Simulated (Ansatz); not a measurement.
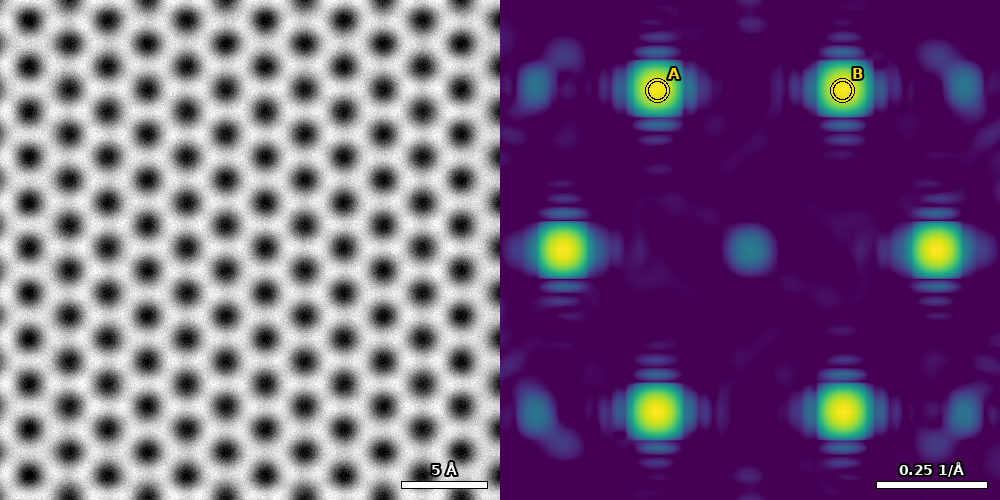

Phase-contrast TEM-like image of Ru (P6_3/mmc, No. 194) along [001]. Simulated in the weak-phase-object approximation with neutral-atom potentials: 300 kV, Cs = 0.50 mm, defocus −376 Å (negative is underfocus), defocus spread 30 Å, aperture 0.61 1/Å. Shot noise was added. Structure used: the end point of a relaxation with Ansatz 0.2.0, DFT, RPBE, plane waves (420 eV) with PAW, scalar-relativistic; the starting structure was generated, so it need not be a known form of this composition.

The right panel is the modulus of the image's Fourier transform on a logarithmic scale.

a = 2.723 Å, b = 2.723 Å, c = 8.743 Å, α = 90.00°, β = 90.00°, γ = 120.00°

### Index the marked spots and give their plane spacings (the zone axis points at the viewer; indices equivalent by symmetry, or all signs reversed, are as good).

A: (010), d = 2.36 Å; B: (100), d = 2.36 Å. A and B enclose 60°, and every spot obeys the zone law hu + kv + lw = 0 for [001].
